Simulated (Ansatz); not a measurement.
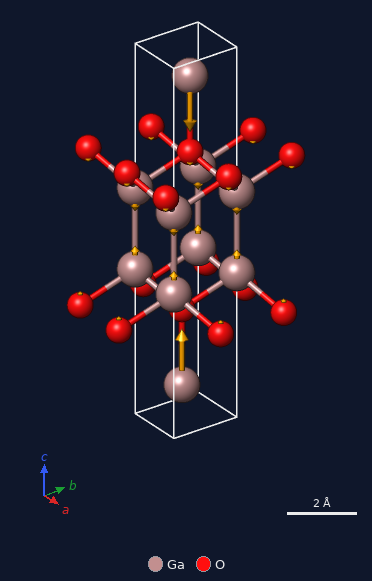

Lattice vibrations of a crystal of Ga2O (a generated structure) relaxed at 8 GPa, at the zone centre. The optical levels lie at 38 (×2), 49 (×2), 66 (×2), 105, 135, 206, 382, 405, 406 (×2), 417 (×2) cm⁻¹. One mode is drawn. Displacements are drawn as orange arrows; their common scale and sign are arbitrary. The picture is a ball-and-stick view of the cell of the calculation, seen slightly off an axis.

Level of theory: Ansatz 0.2.0, DFT PBE, scalar-relativistic, plane waves, PAW. (plane-wave cutoff 420 eV; k-point mesh 12 × 12 × 4; occupations fermi dirac; smearing width 0.15 eV; target pressure 8 GPa; no spin polarisation)

The frequencies depend somewhat on the k-mesh and the smearing.

To which level does it belong?

Answer. The level at 135 cm⁻¹. This is the A₁g mode, optical level 5 of 10, counted from below, Raman-active by symmetry. All motion is along c; atoms of one kind move against one another, with no net shift of any sublattice; of the bonds it mainly stretches Ga–O, all in phase.

Limits of the set-up: layers or molecules are held without a dispersion correction, so their spacing is unreliable.
